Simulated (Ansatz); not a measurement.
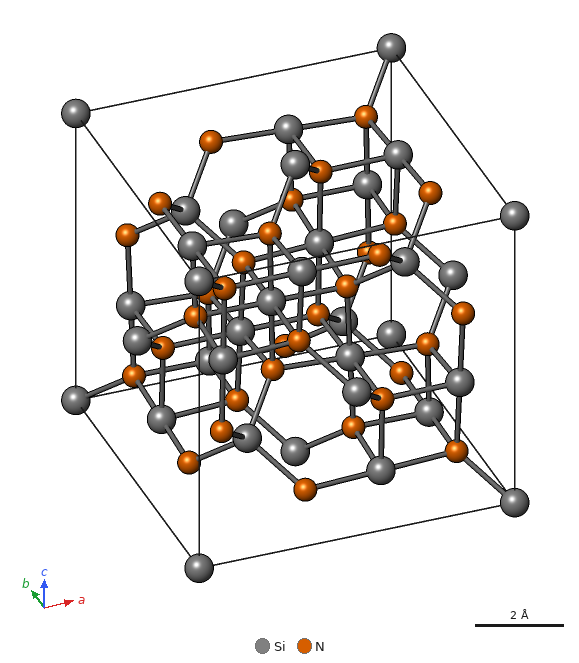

A ball-and-stick rendering, viewed from a general direction. The conventional unit cell is outlined; an atom on or near a face, edge or corner is repeated at each equivalent position.

The stoichiometry is Si3N4. It belongs to space group Fd-3m (No. 227) and has a face-centred cubic lattice. Counting shared atoms by their share gives 24 Si, 32 N, or 56 atoms. Around each N lie four Si at about 1.8 to 1.9 Å. Si takes two kinds of site: 16d with six N in an octahedral arrangement at about 1.9 Å; 8a with four N in a tetrahedral arrangement at about 1.8 Å. The bonds build a three-dimensional framework.

The initial geometry was a structure listed in the Materials Project. Earlier steps of the study, as a rule a relaxation of our own, may have changed the cell and positions, so they can lie some per cent off the listed ones. An electronic-structure calculation with Ansatz was run on it.
